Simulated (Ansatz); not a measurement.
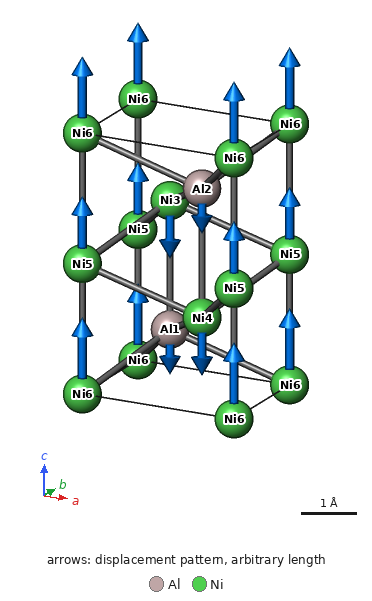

One vibrational mode of solid AlNi₂ at the zone centre. The blue arrows are the displacements of the atoms (eigenvector over the root of the mass), of arbitrary overall length and sign. A ball-and-stick model of the cell of the calculation, seen slightly off an axis.

Method: DFT LDA, scalar-relativistic, plane waves, PAW (Ansatz).

Input
```yaml
crystal:
  lattice:
    - [3.9363209004, 0.0, 0.0]
    - [-1.9681604502, 3.4089538972, 0.0]
    - [0.0, 0.0, 4.8518644922]
  atoms:
    - { symbol: Al, position: [0.3333333333, 0.6666666667, 0.1923805709] }
    - { symbol: Al, position: [0.6666666667, 0.3333333333, 0.8076194291] }
    - { symbol: Ni, position: [0.3333333333, 0.6666666667, 0.6866474989] }
    - { symbol: Ni, position: [0.6666666667, 0.3333333333, 0.3133525011] }
    - { symbol: Ni, position: [0.0, 0.0, 0.5] }
    - { symbol: Ni, position: [0.0, 0.0, 0.0] }
basis:
  ecutwfc: 420
kpoints:
  mp_grid: { grid: [12, 12, 8] }
hamiltonian:
  xc: lda
scf:
  occupations: { method: fermi_dirac, width: 0.15 }
output:
  eigenvalues: true
phonons:
  method: dfpt
  eigenvectors: true
```

Launched with:
```bash
ansatz run input.yaml --threads 2 --pin off --max-ram 6144MiB --backend cpu --events-out ev --progress --plain --runs-dir out
```

The frequencies depend somewhat on the k-mesh and the smearing.

Q: What mode is this, and where does it lie in the spectrum?

A: This is the A₂u mode at 4.90 THz, optical level 3 of 10, counted from below, infrared-active by symmetry. The Ni (1a) and Ni (1b) sublattices move against the Ni (2d) and Al sublattices, along c; the kinetic energy is shared as Ni 92 %, Al 8 %. The crystal is a metal, so free carriers screen the infrared response.

Limits of the set-up: an element that often carries a moment was run without spin polarisation.
